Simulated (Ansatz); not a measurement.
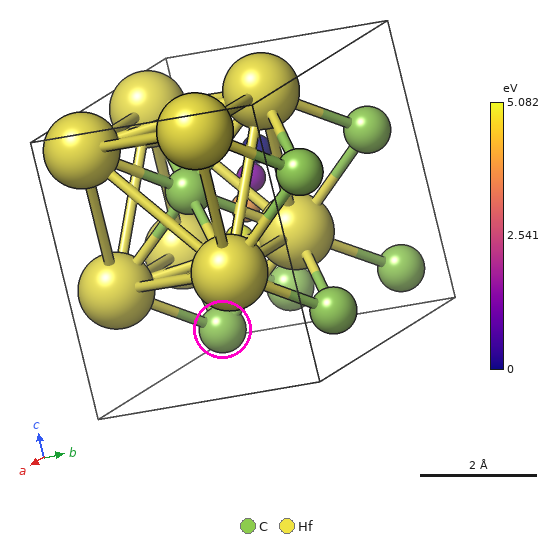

A search for the minimum-energy path of a defect cell of composition Hf8C7 with a C vacancy (15 atoms in the cell) by the nudged elastic band. Images are numbered from 0 (start) to 6 (end). The start is drawn whole; smaller spheres mark the moving atoms (C) in the later images, joined by lines and coloured by the energy of the image relative to the start. A ball-and-stick model of the reduced simulation cell (origin moved), seen slightly off an axis. The moving atom is ringed, with any periodic copies. Lengths and directions refer to the drawn axes. Bonds to atoms that aren't drawn are left out.

All numbers below come from DFT, PAW plane waves, PBEsol (Ansatz 0.2.0). Run with plane-wave cutoff 420 eV; k-point mesh 3 × 3 × 3; Fermi-Dirac smearing 0.1 eV; 5 movable images; climbing image; force threshold 0.05 eV/Å; iteration limit 40.

What moves, how far, and at what cost in energy?

Answer. It is a vacancy jump: a nearby atom moves into the empty site and leaves its own site empty. A C atom travels furthest, 3.27 Å from end to end, along [−1 0 1], on a straight line. At the highest image its nearest neighbour (Hf) is 1.95 Å away, against 2.31 Å at the start, and the surrounding atoms stand up to 0.28 Å off the mean of their end positions. The two ends have the same energy, and the highest point, image 3, lies 5.08 eV above the start. The band converged in 5 iterations, with a climbing image at the top.

Limits of the set-up: the periodic images lie only 6.5 Å apart, so the values are limited by the cell's size.
